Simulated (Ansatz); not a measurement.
System: CuO, space group C2/c, 4 atoms in the cell.

Space group Cccm (No. 66). a = 4.164 Å, b = 4.175 Å, c = 5.152 Å, α = 90.00°, β = 90.00°, γ = 90.00°
```json
{"atom": "Cu", "site": "4f", "symmetry": "..2/m", "x": "0.7500", "y": "0.7500", "z": "0.5000"}
{"atom": "O", "site": "4a", "symmetry": "222", "x": "0.5000", "y": "0.5000", "z": "0.2500"}
```

Method: DFT PBE, scalar-relativistic, plane waves, PAW, no spin polarisation, 14×14×8 k mesh, Gaussian smearing of 0.1 eV (Ansatz).

Predict the main features of the band structure. The path is Γ–C|C2–Y2–Γ–M2–D|D2–A–Γ|L2–Γ–V2.

A metal: 2 bands cross the Fermi level along this path. The last band that the electron count would fill rises to 0.65 eV above the Fermi level at Γ, leaving holes there, and the next band dips to 0.52 eV below it at M2, holding electrons: an overlap of 1.18 eV. At M2 the nearest levels lie 0.52 eV below and 3.95 eV above the Fermi level.

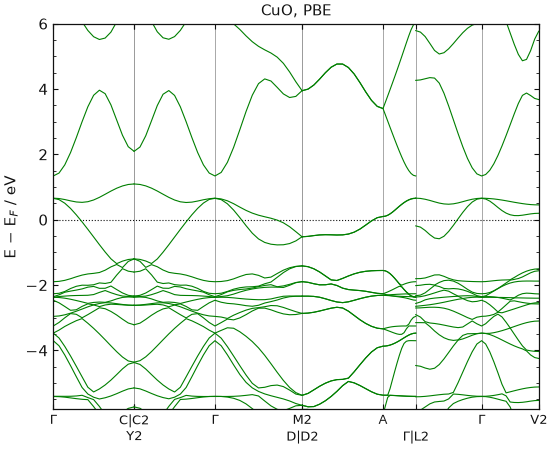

Band structure. Energies are counted from the Fermi level.
